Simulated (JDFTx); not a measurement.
## Band-structure run, with input and output: BN

BN (P6₃/mmc, 4 atoms in the cell), computed with Kohn-Sham DFT of a periodic cell, PBE, PseudoDojo-SR-PBE-0.5-standard, no spin polarisation (JDFTx 1.7.0 (patched build)).

The structure derives from an entry of the Crystallography Open Database.

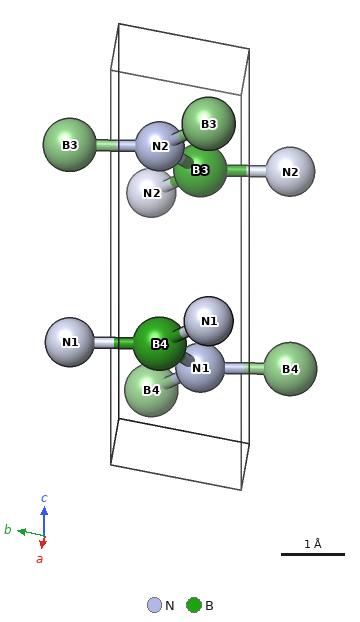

*The structure as given in the input (ball-and-stick view of the cell of the calculation, seen at an oblique angle; neighbours outside the cell are drawn fainter; atoms are numbered from 1 in the order of the input).*

**Input file**
```
lattice Hexagonal 4.7209893936 12.5396556452
coords-type Lattice
ion N      0.6666666667     0.3333333333     0.2500000000 1
ion N      0.3333333333     0.6666666667     0.7500000000 1
ion B      0.6666666667     0.3333333333     0.7500000000 1
ion B      0.3333333333     0.6666666667     0.2500000000 1

ion-species pseudo/N.upf
ion-species pseudo/B.upf
elec-cutoff 42 336
elec-ex-corr gga-PBE
elec-smearing Fermi 0.0018374661
elec-n-bands 14
electronic-minimize nIterations 30 energyDiffThreshold 1e-06
davidson-band-ratio 1.3
forces-output-coords Cartesian
include path.kpoints
symmetries none
fix-electron-density run.$VAR

dump-name bands.$VAR
dump End Ecomponents EigStats BandEigs Kpoints Forces
```

**File path.kpoints**
```
kpoint +0.0000000000 +0.0000000000 +0.0000000000 0.020000000000
kpoint +0.0714285714 +0.0000000000 +0.0000000000 0.020000000000
kpoint +0.1428571429 +0.0000000000 +0.0000000000 0.020000000000
kpoint +0.2142857143 +0.0000000000 +0.0000000000 0.020000000000
kpoint +0.2857142857 +0.0000000000 +0.0000000000 0.020000000000
kpoint +0.3571428571 +0.0000000000 +0.0000000000 0.020000000000
kpoint +0.4285714286 +0.0000000000 +0.0000000000 0.020000000000
kpoint +0.5000000000 +0.0000000000 +0.0000000000 0.020000000000
kpoint +0.4583333333 +0.0833333333 +0.0000000000 0.020000000000
kpoint +0.4166666667 +0.1666666667 +0.0000000000 0.020000000000
kpoint +0.3750000000 +0.2500000000 +0.0000000000 0.020000000000
kpoint +0.3333333333 +0.3333333333 +0.0000000000 0.020000000000
kpoint +0.2916666667 +0.2916666667 +0.0000000000 0.020000000000
kpoint +0.2500000000 +0.2500000000 +0.0000000000 0.020000000000
kpoint +0.2083333333 +0.2083333333 +0.0000000000 0.020000000000
kpoint +0.1666666667 +0.1666666667 +0.0000000000 0.020000000000
kpoint +0.1250000000 +0.1250000000 +0.0000000000 0.020000000000
kpoint +0.0833333333 +0.0833333333 +0.0000000000 0.020000000000
kpoint +0.0416666667 +0.0416666667 +0.0000000000 0.020000000000
kpoint +0.0000000000 +0.0000000000 +0.0000000000 0.020000000000
kpoint +0.0000000000 +0.0000000000 +0.2500000000 0.020000000000
kpoint +0.0000000000 +0.0000000000 +0.5000000000 0.020000000000
kpoint +0.0625000000 +0.0000000000 +0.5000000000 0.020000000000
kpoint +0.1250000000 +0.0000000000 +0.5000000000 0.020000000000
kpoint +0.1875000000 +0.0000000000 +0.5000000000 0.020000000000
kpoint +0.2500000000 +0.0000000000 +0.5000000000 0.020000000000
kpoint +0.3125000000 +0.0000000000 +0.5000000000 0.020000000000
kpoint +0.3750000000 +0.0000000000 +0.5000000000 0.020000000000
kpoint +0.4375000000 +0.0000000000 +0.5000000000 0.020000000000
kpoint +0.5000000000 +0.0000000000 +0.5000000000 0.020000000000
kpoint +0.4583333333 +0.0833333333 +0.5000000000 0.020000000000
kpoint +0.4166666667 +0.1666666667 +0.5000000000 0.020000000000
kpoint +0.3750000000 +0.2500000000 +0.5000000000 0.020000000000
kpoint +0.3333333333 +0.3333333333 +0.5000000000 0.020000000000
kpoint +0.3000000000 +0.3000000000 +0.5000000000 0.020000000000
kpoint +0.2666666667 +0.2666666667 +0.5000000000 0.020000000000
kpoint +0.2333333333 +0.2333333333 +0.5000000000 0.020000000000
kpoint +0.2000000000 +0.2000000000 +0.5000000000 0.020000000000
kpoint +0.1666666667 +0.1666666667 +0.5000000000 0.020000000000
kpoint +0.1333333333 +0.1333333333 +0.5000000000 0.020000000000
kpoint +0.1000000000 +0.1000000000 +0.5000000000 0.020000000000
kpoint +0.0666666667 +0.0666666667 +0.5000000000 0.020000000000
kpoint +0.0333333333 +0.0333333333 +0.5000000000 0.020000000000
kpoint +0.0000000000 +0.0000000000 +0.5000000000 0.020000000000
kpoint +0.5000000000 +0.0000000000 +0.5000000000 0.020000000000
kpoint +0.5000000000 +0.0000000000 +0.2500000000 0.020000000000
kpoint +0.5000000000 +0.0000000000 +0.0000000000 0.020000000000
kpoint +0.3333333333 +0.3333333333 +0.0000000000 0.020000000000
kpoint +0.3333333333 +0.3333333333 +0.2500000000 0.020000000000
kpoint +0.3333333333 +0.3333333333 +0.5000000000 0.020000000000
```

Run as:
```bash
jdftx -c 1 -i bands.in -o bands.out
```

**The program's output**
```
*************** JDFTx 1.7.0 (patched build) ***************

Input parsed successfully to the following command list (including defaults):
[... the input with its defaults ...]

---------- Initializing the Grid ----------
R =
[      4.72099     -2.36049            0  ]
[            0       4.0885            0  ]
[            0            0      12.5397  ]
unit cell volume = 242.037
G =
[     1.3309   0.768398         -0  ]
[          0     1.5368          0  ]
[          0         -0   0.501065  ]
Minimum fftbox size, Smin = [  40  40  104  ]
Chosen fftbox size, S = [  40  40  108  ]

---------- Initializing tighter grid for wavefunction operations ----------
R =
[      4.72099     -2.36049            0  ]
[            0       4.0885            0  ]
[            0            0      12.5397  ]
unit cell volume = 242.037
G =
[     1.3309   0.768398         -0  ]
[          0     1.5368          0  ]
[          0         -0   0.501065  ]
Minimum fftbox size, Smin = [  28  28  76  ]
Chosen fftbox size, S = [  28  28  80  ]

---------- Exchange Correlation functional ----------
Initalized PBE GGA exchange.
Initalized PBE GGA correlation.

---------- Setting up pseudopotentials ----------
Width of ionic core gaussian charges (only for fluid interactions / plotting) set to 0

Reading pseudopotential file 'pseudo/N.upf':
  'N' pseudopotential, 'PBE' functional
  Generated using ONCVPSP code by D. R. Hamann
  5 valence electrons, 2 orbitals, 4 projectors, 1001 radial grid points, with lMax = 1
    2S    l: 0   occupation:  2.0   eigenvalue: -0.682907
    2P    l: 1   occupation:  3.0   eigenvalue: -0.260548
  Core radius for overlap checks: 1.31 bohrs.

Reading pseudopotential file 'pseudo/B.upf':
  'B' pseudopotential, 'PBE' functional
  Generated using ONCVPSP code by D. R. Hamann
  3 valence electrons, 2 orbitals, 4 projectors, 1001 radial grid points, with lMax = 1
    2S    l: 0   occupation:  2.0   eigenvalue: -0.347027
    2P    l: 1   occupation:  1.0   eigenvalue: -0.132548
  Core radius for overlap checks: 1.18 bohrs.

Initialized 2 species with 4 total atoms.

Folded 50 k-points by 1x1x1 to 50 k-points.

---------- Setting up k-points, bands, fillings ----------
No reducable k-points.
Computing the number of bands and number of electrons
Calculating initial fillings.
nElectrons:  16.000000   nBands: 14   nStates: 50

----- Setting up reduced wavefunction bases (one per k-point) -----
average nbasis = 3141.420 , ideal nbasis = 3146.663

---------- Setting up ewald sum ----------
Optimum gaussian width for ewald sums = 1.973305 bohr.
Real space sum over 1183 unit cells with max indices [  6  6  3  ]
Reciprocal space sum over 2783 terms with max indices [  5  5  11  ]

---------- Allocating electronic variables ----------
Reading n from file 'run.n' ... done
Initializing wave functions:  linear combination of atomic orbitals

----------- Band structure minimization -------------
Minimization will be done independently for each quantum number.

---- Minimization of quantum number:     0  [ +0.0000000 +0.0000000 +0.0000000 ]  0.040000000 ----
BandDavidson: Iter:   0  Eband: +0.134016973986192
BandDavidson: Iter:   1  Eband: +0.119097106535627  dEband: -1.491987e-02
BandDavidson: Iter:   2  Eband: +0.117652550312036  dEband: -1.444556e-03
BandDavidson: Iter:   3  Eband: +0.116903256611557  dEband: -7.492937e-04
[... 818 lines of inner loops ...]
BandDavidson: Iter:  13  Eband: +0.103279250670807  dEband: -1.234094e-06
BandDavidson: Iter:  14  Eband: +0.103278543481136  dEband: -7.071897e-07
BandDavidson: Converged (dEband<1.000000e-06)
	FillingsUpdate:  mu: +0.284603072  nElectrons: 16.000000

Dumping 'bands.eigStats' ...
	eMin: -0.479345 at state 0 ( [ +0.000000 +0.000000 +0.000000 ] spin 0 )
	HOMO: +0.176170 at state 12 ( [ +0.291667 +0.291667 +0.000000 ] spin 0 )
	mu  : +0.284603
	LUMO: +0.334395 at state 7 ( [ +0.500000 +0.000000 +0.000000 ] spin 0 )
	eMax: +0.738198 at state 4 ( [ +0.285714 +0.000000 +0.000000 ] spin 0 )
	HOMO-LUMO gap: +0.158224
	Optical gap  : +0.172199 at state 49 ( [ +0.333333 +0.333333 +0.500000 ] spin 0 )
Done!
```

**Summary**

```json
{"quantity": "outcome", "value": "converged"}
{"quantity": "space group (tolerance 0.01 Å)", "value": "P6₃/mmc (194)"}
{"quantity": "electrons treated", "value": "16"}
{"quantity": "gap on the band path", "value": "4.31 eV"}
{"quantity": "hardware", "value": "1 thread of AMD EPYC (Zen 5), 16 GiB of memory available, shared host"}
{"quantity": "wall time", "value": "13 s"}
{"quantity": "peak memory", "value": "0.1 GiB"}
```
